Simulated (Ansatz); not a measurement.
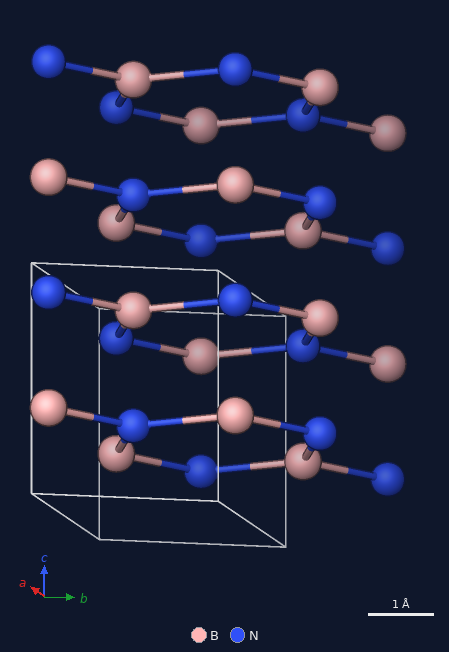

This is a symmetric starting cell of BN (made from another compound by putting B in place of Al). Style: ball-and-stick. Shown: the cell of the calculation, repeated 2 × 2 × 2 with one cell outlined, from a free direction.

Level of theory: Ansatz, DFT PBE, scalar-relativistic, plane waves, PAW. Settings: plane-wave cutoff 420 eV; k-point mesh 15 × 15 × 10; occupations gaussian; smearing width 0.01 eV; no spin polarisation.

Change: The cell is strained by +2.3 % along c and +5.3 % across it (volume +13.4 %), the atoms keeping their fractional coordinates. No relaxation follows. The starting cell wasn't computed here and needn't be at equilibrium, so pressure and forces aren't due to the change alone.

Input file:
```yaml
crystal:
  lattice:
    - [3.0842509766, 0.0, 0.0]
    - [-1.5421254883, 2.6710396974, 0.0]
    - [0.0, 0.0, 3.788368508]
  atoms:
    - { symbol: B, position: [0.33333333, 0.66666667, 0.75] }
    - { symbol: B, position: [0.66666667, 0.33333333, 0.25] }
    - { symbol: "N", position: [0.33333333, 0.66666667, 0.25] }
    - { symbol: "N", position: [0.66666667, 0.33333333, 0.75] }
basis:
  ecutwfc: 420
kpoints:
  mp_grid: { grid: [15, 15, 10] }
hamiltonian:
  xc: pbe
scf:
  occupations: { method: gaussian, width: 0.01 }
output:
  forces: true
  stress: true
  eigenvalues: true
```

Launched with:
```bash
ansatz run input.yaml --threads 1 --pin off --max-ram 1331MiB --backend cpu --events-out ev --progress --plain --runs-dir out
```

What is the effect?

Answer. The pressure is −51.4 GPa (not all of it need come from the change, since the unchanged cell can be under pressure at this level too). The principal stresses (compression positive) are −3.3 GPa along c and −75.4 GPa across it. All forces vanish by symmetry. Near-neighbour distances before and after: B–N 1.691 → 1.781 Å. The space group stays P6_3/mmc (No. 194).

Drawn alike, the variant:

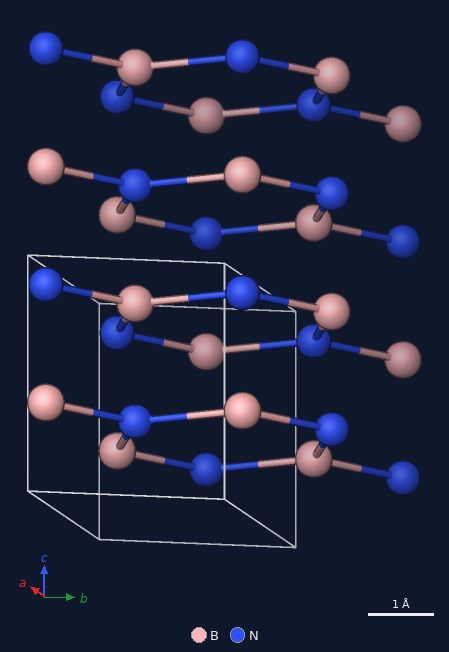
